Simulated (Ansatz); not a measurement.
**Al3Cu2: density, localisation and related maps**

The calculation's input:

```
crystal:
  lattice:
    - [4.0644880466, 0.0, 0.0]
    - [-2.0322440233, 3.5199499017, 0.0]
    - [0.0, 0.0, 4.9592691085]
  atoms:
    - { symbol: Cu, position: [0.6666666667, 0.3333333333, 0.16048787] }
    - { symbol: Cu, position: [0.3333333333, 0.6666666667, 0.83951213] }
    - { symbol: Al, position: [0.6666666667, 0.3333333333, 0.65007465] }
    - { symbol: Al, position: [0.3333333333, 0.6666666667, 0.34992535] }
    - { symbol: Al, position: [0.0, 0.0, 0.0] }
hamiltonian:
  xc: pbesol
  pseudopotentials: { kind: paw }
kpoints:
  mp_grid: { grid: [8, 8, 6] }
scf:
  occupations: { method: fermi_dirac, width: 0.05 }
output:
  forces: true
  stress: true
  eigenvalues: true
  write_density: true
  write_potential: true
  elf: true
  volumetric_format: npy
```

Launched as:

```sh
ansatz run input.yaml --threads 2 --pin off --max-ram 5632MiB --backend cpu --events-out ev --progress --plain --runs-dir out
```

Below, planes, directions and counts refer to the conventional cell (a = 4.06 Å, b = 4.06 Å, c = 4.96 Å, α = 90.00°, β = 90.00°, γ = 120.00°).

Space group P-3m1; a structure from a database of computed crystals, not necessarily the ambient phase; computed pressure about 3 GPa in this cell.

These are results of Kohn-Sham DFT of a periodic cell, PBEsol, Ansatz PAW (Ansatz 0.2.0), not measurements.

In a PAW calculation such maps are meaningful between the atoms, not at the nuclei.

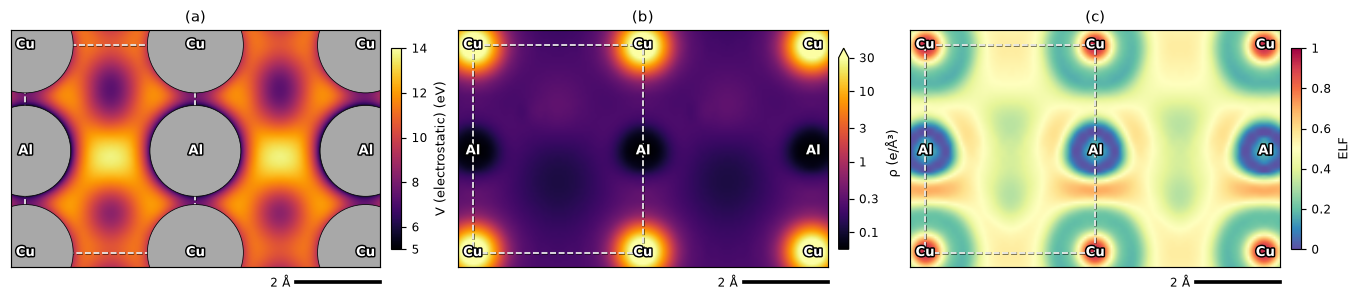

Figure 1. (a) electrostatic potential energy of an electron; (b) valence pseudo-density; (c) ELF on the (100) plane of the conventional cell. Grey discs cover the atomic cores in the potential map.

> Describe what can be read from this map.

- The plane passes through Cu and Al nuclei.
- Al–Cu (2.43 Å): ρ at the midpoint is about 0.34 e/Å³; the ELF peaks at about 0.70 between the atoms.
- Al–Cu (2.53 Å): the density is about 0.27 e/Å³ at the midpoint; the ELF is about 0.35 at the midpoint.
- Between the atoms the lowest density in this plane is 0.12 e/Å³.
- The features right at Cu lie inside the PAW spheres, where the map follows smoothed inner orbitals and isn't to be read closely.
- Outside the cores the potential energy rises away from the atoms and is highest about 1.6 Å from the nearest atoms; its zero is arbitrary.

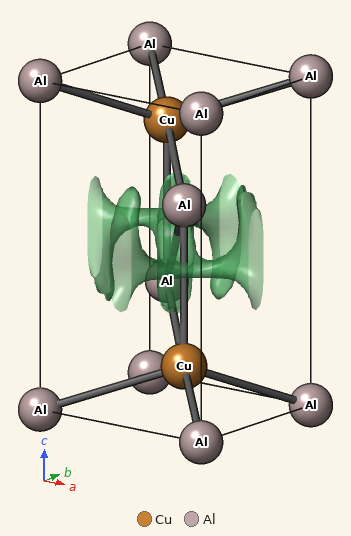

Figure 2. Isosurface of the electron localisation function at 0.65 (green), seen slightly off an axis. Only the valence region is drawn (cores and ρ < 0.01 e/Å³ removed). Sticks mark near contacts.

> Where are the electrons localised?

The ELF exceeds this value in sheets that run through the cell in two directions, counted in one cell of 5 atoms. Regions shared between cells count once.


 Al–Al (2.78 Å): the ELF peaks at about 0.70 between the atoms.

> Metal or insulator at this level of theory?

It is gapless in this calculation (a metal or semimetal).
